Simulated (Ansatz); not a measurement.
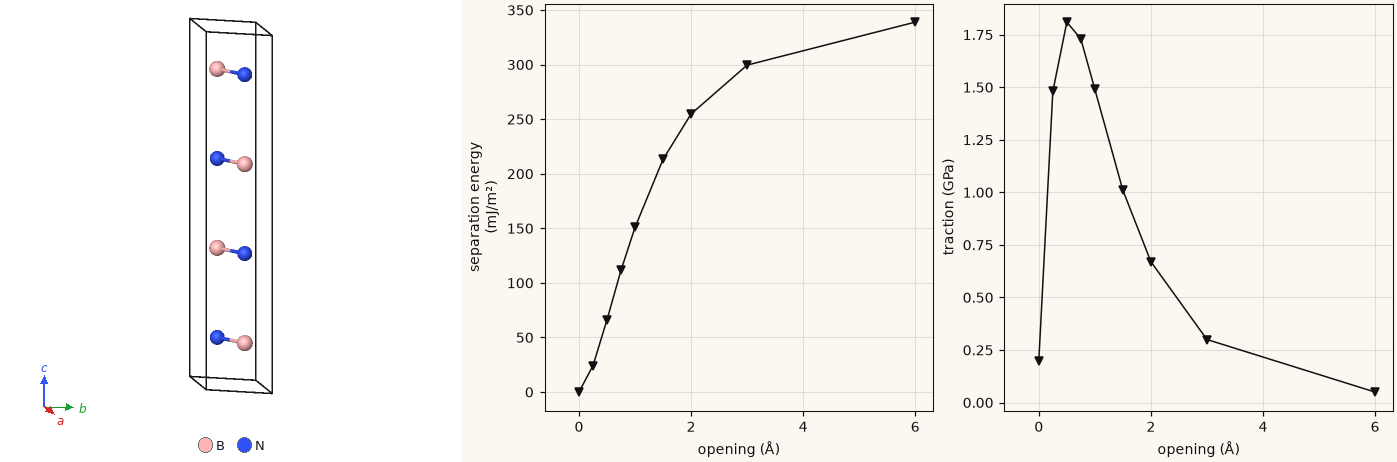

The plot gives the computed separation energy and traction against opening for BN, space group P6_3/mmc (No. 194). The cell is drawn beside the plot.

Structure:
```yaml
crystal:
  lattice:
    - [-2.50399, 0.00000, 0.00000]
    - [-1.25200, -2.16852, 0.00000]
    - [0.00000, 0.00000, 13.32240]
  atoms:
    - { symbol: B, position: [0.33333, 0.33333, 0.87500] }
    - { symbol: B, position: [0.33333, 0.33333, 0.37500] }
    - { symbol: B, position: [0.66667, 0.66667, 0.12500] }
    - { symbol: B, position: [0.66667, 0.66667, 0.62500] }
    - { symbol: N, position: [0.33333, 0.33333, 0.12500] }
    - { symbol: N, position: [0.33333, 0.33333, 0.62500] }
    - { symbol: N, position: [0.66667, 0.66667, 0.87500] }
    - { symbol: N, position: [0.66667, 0.66667, 0.37500] }
```

Calculation (Ansatz 0.2.0): rigid opening of a crystal across a plane by lengthening cell vector c along the normal, one cut a cell, unrelaxed, by plane-wave density functional theory with PAW datasets, free energies less that of the undisturbed cell; scalar-relativistic. Level: PBE with D3(BJ), no spin polarisation.

wave cutoff 420 eV; k mesh 10×10×2; occupations Gaussian; smearing width 0.05 eV; k shift (0, 0, 0) (mesh steps); start as given; height of the cut 0 (fraction of cell vector c).

The points at opening −0.30 Å and −0.15 Å are left out of the plot. What values does the calculation give there?

```csv
opening (Å),separation energy (mJ/m²),traction (GPa)
-0.30,50.0,-4.35
-0.15,8.0,-1.48
```

Note: reference crystal is not relaxed.
